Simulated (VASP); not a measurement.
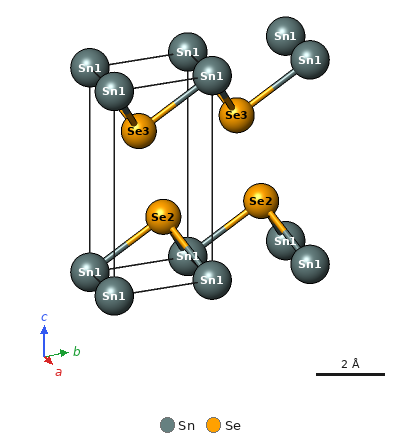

Fig. 1: The starting structure (ball-and-stick view of the cell of the calculation, repeated 1 × 2 × 1, seen slightly off an axis; atoms are numbered from 1 in the order of the input).

Geometry relaxation of SnSe$_{2}$ (part 1 of 2)

SnSe$_{2}$ (3 atoms in the cell), computed with Kohn-Sham DFT of a periodic cell, PBEsol, VASP PAW PBE potentials, recommended, no spin polarisation (VASP 6.6.1).

The structure derives from an entry of the Crystallography Open Database.

## OSZICAR
```
N       E                     dE             d eps       ncg     rms          rms(c)
DAV:   1     0.202002435283E+03    0.20200E+03   -0.13511E+04  1717   0.189E+03
DAV:   2     0.884123320503E+01   -0.19316E+03   -0.18963E+03  1852   0.419E+02
DAV:   3    -0.125860723928E+02   -0.21427E+02   -0.20735E+02  2157   0.124E+02
DAV:   4    -0.132339675714E+02   -0.64790E+00   -0.64719E+00  2132   0.227E+01
DAV:   5    -0.132472042471E+02   -0.13237E-01   -0.13234E-01  2573   0.334E+00    0.491E+00
DAV:   6    -0.130106700629E+02    0.23653E+00   -0.55541E-01  2593   0.884E+00    0.313E+00
DAV:   7    -0.129850682963E+02    0.25602E-01   -0.13980E-01  2096   0.292E+00    0.897E-01
DAV:   8    -0.129832025060E+02    0.18658E-02   -0.10822E-02  2143   0.106E+00    0.243E-01
DAV:   9    -0.129832274518E+02   -0.24946E-04   -0.10530E-03  1967   0.266E-01    0.699E-02
DAV:  10    -0.129832294737E+02   -0.20220E-05   -0.10087E-04  2372   0.686E-02    0.263E-02
DAV:  11    -0.129832411304E+02   -0.11657E-04   -0.24311E-05  1885   0.301E-02    0.623E-03
DAV:  12    -0.129832412849E+02   -0.15453E-06   -0.11019E-06  2397   0.888E-03    0.493E-03
DAV:  13    -0.129832415246E+02   -0.23970E-06   -0.76717E-07  1904   0.550E-03    0.128E-03
DAV:  14    -0.129832415440E+02   -0.19417E-07   -0.38892E-08  1333   0.139E-03
   1 F= -.12983242E+02 E0= -.12983242E+02  d E =-.129832E+02
       N       E                     dE             d eps       ncg     rms          rms(c)
DAV:   1    -0.129833798583E+02   -0.13833E-03   -0.34677E-03  2166   0.853E-01    0.659E-02
DAV:   2    -0.129832802963E+02    0.99562E-04   -0.23380E-04  2199   0.236E-01    0.302E-02
DAV:   3    -0.129832513613E+02    0.28935E-04   -0.92941E-05  2194   0.143E-01    0.788E-03
DAV:   4    -0.129832512957E+02    0.65642E-07   -0.64306E-06  1795   0.230E-02    0.321E-03
DAV:   5    -0.129832513827E+02   -0.87005E-07   -0.44267E-07  2385   0.926E-03
   2 F= -.12983251E+02 E0= -.12983251E+02  d E =-.983866E-05
       N       E                     dE             d eps       ncg     rms          rms(c)
DAV:   1    -0.129832559243E+02   -0.46286E-05   -0.10945E-04  2165   0.151E-01    0.119E-02
DAV:   2    -0.129832528941E+02    0.30302E-05   -0.75842E-06  2186   0.424E-02    0.546E-03
DAV:   3    -0.129832518708E+02    0.10233E-05   -0.29630E-06  2172   0.256E-02    0.140E-03
DAV:   4    -0.129832517177E+02    0.15310E-06   -0.17615E-07   912   0.408E-03    0.552E-04
DAV:   5    -0.129832516482E+02    0.69481E-07   -0.35086E-08   886   0.203E-03
   3 F= -.12983252E+02 E0= -.12983252E+02  d E =-.101042E-04
       N       E                     dE             d eps       ncg     rms          rms(c)
DAV:   1    -0.129832518588E+02   -0.14112E-06   -0.59796E-06  2170   0.351E-02    0.279E-03
DAV:   2    -0.129832516554E+02    0.20344E-06   -0.39280E-07  1340   0.989E-03    0.130E-03
DAV:   3    -0.129832516271E+02    0.28277E-07   -0.20632E-07  1113   0.595E-03
   4 F= -.12983252E+02 E0= -.12983252E+02  d E =-.100831E-04
       N       E                     dE             d eps       ncg     rms          rms(c)
DAV:   1    -0.129832712036E+02   -0.19548E-04   -0.56432E-04  1900   0.197E-01    0.204E-02
DAV:   2    -0.129832597254E+02    0.11478E-04   -0.39645E-05  2089   0.905E-02    0.124E-02
DAV:   3    -0.129832552457E+02    0.44797E-05   -0.90536E-06  2256   0.386E-02    0.366E-03
DAV:   4    -0.129832548798E+02    0.36586E-06   -0.15234E-06  2351   0.123E-02    0.148E-03
DAV:   5    -0.129832548284E+02    0.51417E-07   -0.12548E-07   997   0.327E-03
   5 F= -.12983255E+02 E0= -.12983255E+02  d E =-.320133E-05
```

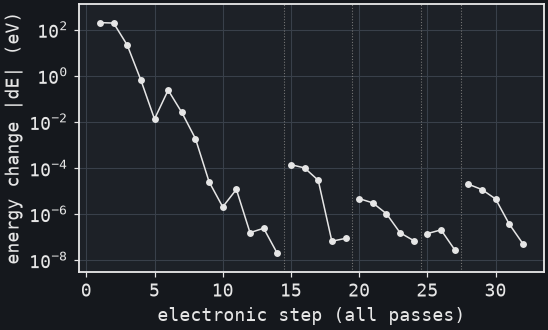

Fig. 2: Convergence of the self-consistent field: energy change |dE| against the electronic step. Each stretch between dotted lines is the SCF of one geometry step of a relaxation. The 5 ionic steps take 3 to 14 electronic steps each. The density is held fixed in the first few steps, and dE rises again when its update begins.

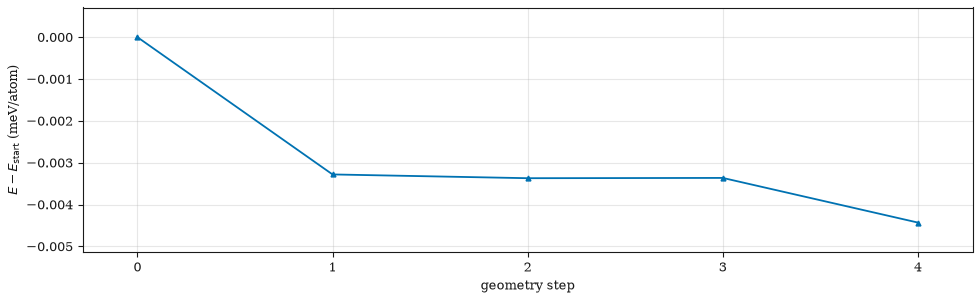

Fig. 3: Progress of the relaxation, step by step (steps are counted from 0). The atoms keep their places relative to the cell (all moves are under 0.005 Å). Cell: a = b 3.822 → 3.820 Å (0.0 %), c 6.148 → 6.150 Å (0.0 %). Volume −0.1 %. The space group stays P-3m1 (No. 164). The energy falls by next to nothing (0.0 meV per atom) in 4 geometry steps. The largest force component goes from 0.00048 to 0.0011 eV/Å.

## Parts of OUTCAR
```
PREC = Accurate
   ENCUT = 600
   EDIFF = 1E-7
   ISMEAR = 0
   LREAL = F
   LASPH = T
   NELM = 80
   ISIF = 3
   GGA = PS
   IBRION = 2
   NSW = 90
   EDIFFG = -0.005

 ion  position               nearest neighbor table
   1  0.000  0.000  0.000-   2 2.72   3 2.72   2 2.72   3 2.72   3 2.72   2 2.72
   2  0.333  0.667  0.258-   1 2.72   1 2.72   1 2.72
   3  0.667  0.333  0.742-   1 2.72   1 2.72   1 2.72

  LATTYP: Found a hexagonal cell.
 ALAT       =     3.8222300802
 C/A-ratio  =     1.6084091010

  Lattice vectors:

 A1 = (   3.8222300802,   0.0000000000,   0.0000000000)
 A2 = (  -1.9111150401,   3.3101483485,   0.0000000000)
 A3 = (   0.0000000000,   0.0000000000,   6.1477096473)

Analysis of symmetry for initial positions (statically):
=====================================================================
 Subroutine PRICEL returns:
 Original cell was already a primitive cell.

 Routine SETGRP: Setting up the symmetry group for a
 hexagonal supercell.

 Subroutine GETGRP returns: Found 12 space group operations
 (whereof 12 operations were pure point group operations)
 out of a pool of 24 trial point group operations.

The static configuration has the point symmetry D_3d.

Analysis of symmetry for dynamics (positions and initial velocities):
=====================================================================
 Subroutine PRICEL returns:
 Original cell was already a primitive cell.

 Routine SETGRP: Setting up the symmetry group for a
 hexagonal supercell.

 Subroutine GETGRP returns: Found 12 space group operations
 (whereof 12 operations were pure point group operations)
 out of a pool of 24 trial point group operations.

The dynamic configuration has the point symmetry D_3d.

 Subroutine INISYM returns: Found 12 space group operations
 (whereof 12 operations are pure point group operations),
 and found     1 'primitive' translations

----------------------------------------------------------------------------------------

                                     Primitive cell

  volume of cell :      77.7817

  direct lattice vectors                    reciprocal lattice vectors
     3.822230080  0.000000000  0.000000000     0.261627369  0.151050632  0.000000000
    -1.911115040  3.310148348  0.000000000     0.000000000  0.302101264  0.000000000
     0.000000000  0.000000000  6.147709647     0.000000000  0.000000000  0.162662204

  length of vectors
     3.822230080  3.822230080  6.147709647     0.302101264  0.302101264  0.162662204

  position of ions in fractional coordinates (direct lattice)
     0.000000000  0.000000000  0.000000000
     0.333333333  0.666666667  0.258140914
     0.666666667  0.333333333  0.741859086

  ion indices of the primitive-cell ions
   primitive index   ion index
                 1           1
                 2           2
                 3           3

----------------------------------------------------------------------------------------

 KPOINTS: Automatic mesh

Automatic generation of k-mesh.
 Grid dimensions read from file:
 generate k-points for:    9    9    5

 Generating k-lattice:

  Cartesian coordinates                     Fractional coordinates (reciprocal lattice)
     0.029069708  0.016783404  0.000000000     0.111111111 -0.000000000  0.000000000
     0.000000000  0.033566807  0.000000000     0.000000000  0.111111111  0.000000000
     0.000000000  0.000000000  0.032532441     0.000000000  0.000000000  0.200000000

  Length of vectors
     0.033566807  0.033566807  0.032532441

  Shift w.r.t. Gamma in fractional coordinates (k-lattice)
     0.000000000  0.000000000  0.000000000

 Subroutine IBZKPT returns following result:
 ===========================================

 Found     50 irreducible k-points:

 Following reciprocal coordinates:
            Coordinates               Weight
  0.000000  0.000000  0.000000      1.000000
  0.111111 -0.000000  0.000000      6.000000
  0.222222 -0.000000  0.000000      6.000000
  0.333333  0.000000  0.000000      6.000000
  0.444444 -0.000000  0.000000      6.000000
  0.111111  0.111111  0.000000      6.000000
  0.222222  0.111111  0.000000     12.000000
  0.333333  0.111111  0.000000     12.000000
  0.444444  0.111111  0.000000      6.000000
  0.222222  0.222222  0.000000      6.000000
  0.333333  0.222222  0.000000     12.000000
  0.333333  0.333333  0.000000      2.000000
  0.000000  0.000000  0.200000      2.000000
  0.111111 -0.000000  0.200000      6.000000
  0.000000  0.111111  0.200000      6.000000
  0.222222 -0.000000  0.200000      6.000000
  0.000000  0.222222  0.200000      6.000000
  0.333333  0.000000  0.200000      6.000000
  0.000000  0.333333  0.200000      6.000000
  0.444444 -0.000000  0.200000      6.000000
  0.000000  0.444444  0.200000      6.000000
  0.111111  0.111111  0.200000     12.000000
  0.222222  0.111111  0.200000     12.000000
 -0.111111  0.333333  0.200000     12.000000
 [... further k-points ...]
   k-points           NKPTS =     50   k-points in BZ     NKDIM =     50   number of bands    NBANDS=     17
   number of dos      NEDOS =    301   number of ions     NIONS =      3
   total plane-waves  NPLWV =  51200
   dimension x,y,z NGX =    32 NGY =   32 NGZ =   50
   dimension x,y,z NGXF=    64 NGYF=   64 NGZF=  100
   ions per type =               1   2
   NGX,Y,Z   is equivalent  to a cutoff of  13.92, 13.92, 13.52 a.u.
   NGXF,Y,Z  is equivalent  to a cutoff of  27.84, 27.84, 27.04 a.u.
 SYSTEM =  unknown system
   PREC   = accura    normal or accurate (medium, high low for compatibility)
   ISTART =      0    job   : 0-new  1-cont  2-samecut
   ICHARG =      2    charge: 1-file 2-atom 10-const
   ISPIN  =      1    spin polarized calculation?
   LNONCOLLINEAR =      F non collinear calculations
   LSORBIT =      F    spin-orbit coupling
   LASPH  =      T    aspherical Exc in radial PAW
   ENCUT  =  600.0 eV  44.10 Ry    6.64 a.u.   7.63  7.63 12.28*2*pi/ulx,y,z
   NELM   =     80;   NELMIN=  2; NELMDL= -5     # of ELM steps
   EDIFF  = 0.1E-06   stopping-criterion for ELM
   LREAL  =      F    real-space projection
   EDIFFG = -.5E-02   stopping-criterion for IOM
   NSW    =     90    number of steps for IOM
   IBRION =      2    ionic relax: 0-MD 1-quasi-New 2-CG
   NFREE  =      1    steps in history (QN), initial steepest desc. (CG)
   ISIF   =      3    stress and relaxation
   ISYM   =      2    0-nonsym 1-usesym 2-fastsym
   POTIM  = 0.5000    time-step for ionic-motion
   TEBEG  =    0.0;   TEEND  =   0.0 temperature during run
   PSTRESS=    0.0 pullay stress
   NELECT =      26.0000    total number of electrons
   NUPDOWN=      -1.0000    fix difference up-down
   EMIN   =  10.00;   EMAX   =-10.00  energy-range for DOS
   EFERMI =   0.00;   METHOD = LEGACY
   ISMEAR =     0;   SIGMA  =   0.03  broadening in eV -4-tet -1-fermi 0-gaus
   EFERMI_NEDOS =   21; number of points for ismear=-14 and -15
   IALGO  =     38    algorithm
   IMIX   =      4    mixing-type and parameters
     AMIX     =   0.40;   BMIX     =  1.00
     AMIX_MAG =   1.60;   BMIX_MAG =  1.00
  volume/ion in A,a.u.               =      25.93       174.97
  Fermi-wavevector in a.u.,A,eV,Ry     =   1.136162  2.147034 17.563257  1.290863
  Thomas-Fermi vector in A             =   2.272867
   LORBIT       =      0    0 simple, 1 ext, 2 COOP (PROOUT), +10 PAW based schemes
   GGA     = PS    functional components
   LHFCALC =     F    Hartree Fock is set to
   AEXX    =    0.0000 exact exchange contribution
   IVDW    =     0    specifies the selected vdW correction
   LEPSILON=     F    determine dielectric tensor
   LRPA    =     F    only Hartree local field effects (RPA)
 conjugate gradient relaxation of ions
 non-spin polarized calculation
 Gauss-broadening in eV      SIGMA  =   0.03
  energy-cutoff  :      600.00
  volume of cell :       77.78
 maximum number of plane-waves:      2629
 NGX is ok and might be reduce to    32
   NGX = 15   NGY = 15   NGZ = 25

--------------------------------------- Ionic step        1  -------------------------------------------

 number of electron      25.9999998 magnetization

 Free energy of the ion-electron system (eV)
  ---------------------------------------------------
  ext. energy  EPLUGINS =         0.00000000
  ---------------------------------------------------
  free energy    TOTEN  =       -12.98324154 eV

  energy without entropy =      -12.98324154  energy(sigma->0) =      -12.98324154

------------------------ aborting loop because EDIFF is reached ----------------------------------------

  FORCE on cell =-STRESS in cart. coord.  units (eV):
  Direction    XX          YY          ZZ          XY          YZ          ZX
  --------------------------------------------------------------------------------------
  -------------------------------------------------------------------------------------
  Total       -0.0269149     -0.0269149      0.0027547     -0.0000000     -0.0000000      0.0000000
  in kB       -0.5544024     -0.5544024      0.0567425     -0.0000000     -0.0000000      0.0000000
  external PRESSURE =      -0.3506874 kB  Pullay stress =       0.0000000 kB

 VOLUME and BASIS-vectors are now :
 -----------------------------------------------------------------------------
  energy-cutoff  :      600.00
  volume of cell :       77.78
      direct lattice vectors                 reciprocal lattice vectors
     3.822230080  0.000000000  0.000000000     0.261627369  0.151050632  0.000000000
    -1.911115040  3.310148348  0.000000000     0.000000000  0.302101264  0.000000000
     0.000000000  0.000000000  6.147709647     0.000000000  0.000000000  0.162662204

 POSITION                                       TOTAL-FORCE (eV/Angst)
 -----------------------------------------------------------------------------------
      0.00000      0.00000      0.00000        -0.000000      0.000000      0.000000
     -0.00000      2.20677      1.58698         0.000000      0.000000      0.000481
      1.91112      1.10338      4.56073        -0.000000      0.000000     -0.000481
 -----------------------------------------------------------------------------------
    total drift:                                0.000000      0.000000      0.000000

  FREE ENERGIE OF THE ION-ELECTRON SYSTEM (eV)
  ---------------------------------------------------
  free  energy   TOTEN  =       -12.9832415440 eV

  energy  without entropy=      -12.9832415440  energy(sigma->0) =      -12.98324154

--------------------------------------- Ionic step        2  -------------------------------------------

 number of electron      25.9999998 magnetization

------------------------ aborting loop because EDIFF is reached ----------------------------------------
```
